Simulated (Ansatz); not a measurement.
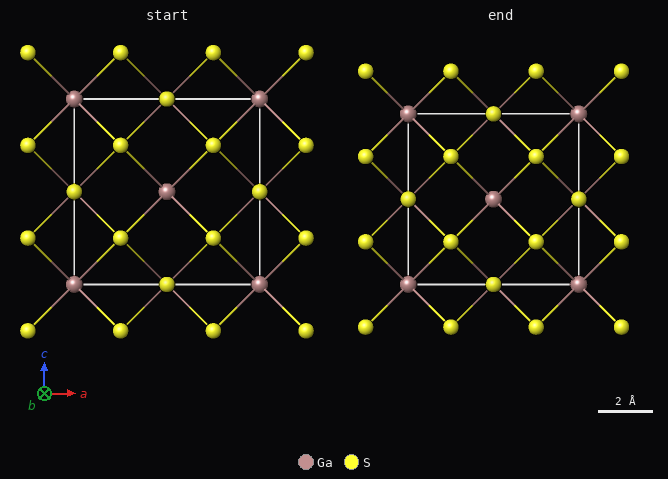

The structure of crystalline GaS3 (a generated structure, set up in Fm-3m) (coarse preliminary run) before (left) and after (right) a relaxation, at one scale.

The picture is a ball-and-stick view of the conventional cell (4 times the calculation's cell), seen along the b axis. Lengths and directions refer to the drawn axes.

Theory: Ansatz 0.2.0, DFT PBE, scalar-relativistic, plane waves, PAW.

The input:
```yaml
crystal:
  lattice:
    - [0.0, 3.49280558, 3.49280558]
    - [3.49280558, 0.0, 3.49280558]
    - [3.49280558, 3.49280558, 0.0]
  atoms:
    - { symbol: Ga, position: [0.0, 0.0, 0.0] }
    - { symbol: S, position: [0.5, 0.5, 0.5] }
    - { symbol: S, position: [0.75, 0.75, 0.75] }
    - { symbol: S, position: [0.25, 0.25, 0.25] }
basis:
  ecutwfc: 420
kpoints:
  mp_grid: { grid: [4, 4, 4] }
hamiltonian:
  xc: pbe
scf:
  occupations: { method: gaussian, width: 0.1 }
  lower_state_search: "off"
output:
  forces: true
  stress: true
  eigenvalues: true
relax:
  adjacent_minimum: "off"
  f_tol: 0.04
  max_steps: 70
  cell: { stress_tol: 0.4 }
```

Launched with:
```bash
ansatz run input.yaml --threads 1 --pin off --max-ram 2560MiB --backend cpu --events-out ev --progress --plain --runs-dir out
```

> Describe what moved and what it gained.

No atom moves by more than 0.005 Å relative to the cell. Cell: a = b = c 6.986 → 6.425 Å (−8.0 %). Volume −22.2 %. Near-neighbour distances that change, for instance: Ga1–S3 3.025 → 2.782 Å. The space group stays Fm-3m (No. 225). After 4 accepted moves (5 points after the start) the energy has fallen by 192 meV per atom. All forces vanish by symmetry, so only the cell relaxes. Pressure: −10.06 GPa at the start and −0.01 GPa at the end. At 1 point the geometry stayed and the basis and grid were re-selected for the new cell (energy shift of 0.5 meV per atom at most each time). The run took 3.6 s on 1 thread of Intel(R) Xeon(R) 6975P-C (Granite Rapids), on a shared host, peak memory 0.36 GiB.
